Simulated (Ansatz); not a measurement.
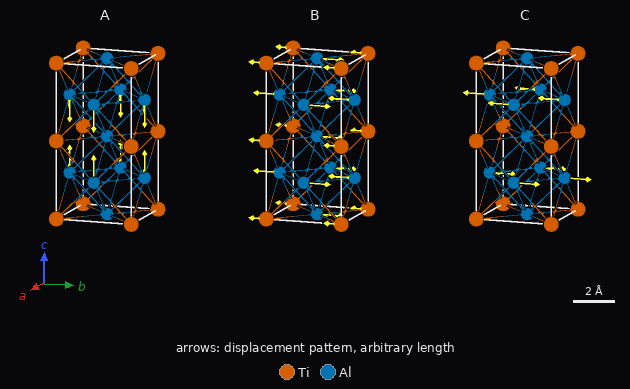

Three modes of crystalline TiAl₃ at the zone centre of a doubled cell, in no order (one member of each degenerate set). The yellow arrows are the displacements of the atoms (eigenvector over the root of the mass), of arbitrary overall length and sign. Style: ball-and-stick. Shown: the cell of the calculation, slightly off an axis.

Theory: DFT PBEsol, scalar-relativistic, plane waves, PAW (Ansatz 0.2.0). Set-up: plane-wave cutoff 420 eV; k-point mesh 12 × 12 × 6; occupations gaussian; smearing width 0.15 eV; no spin polarisation.

Order them from the lowest to the highest frequency (imaginary ones first).

C (199 cm⁻¹), A (287 cm⁻¹), B (353 cm⁻¹). C, doubly degenerate: The Ti and Al (1c) atoms stay at rest; all motion is along b of the drawn cell; atoms of one kind move against one another, with no net shift of their sublattice. A, non-degenerate: The Ti and Al (1c) atoms stay at rest; all motion is along c of the drawn cell; atoms of one kind move against one another, with no net shift of their sublattice. B, triply degenerate: All motion is along b of the drawn cell; the kinetic energy is shared as Al 84 %, Ti 16 %. The crystal is metallic in this run.
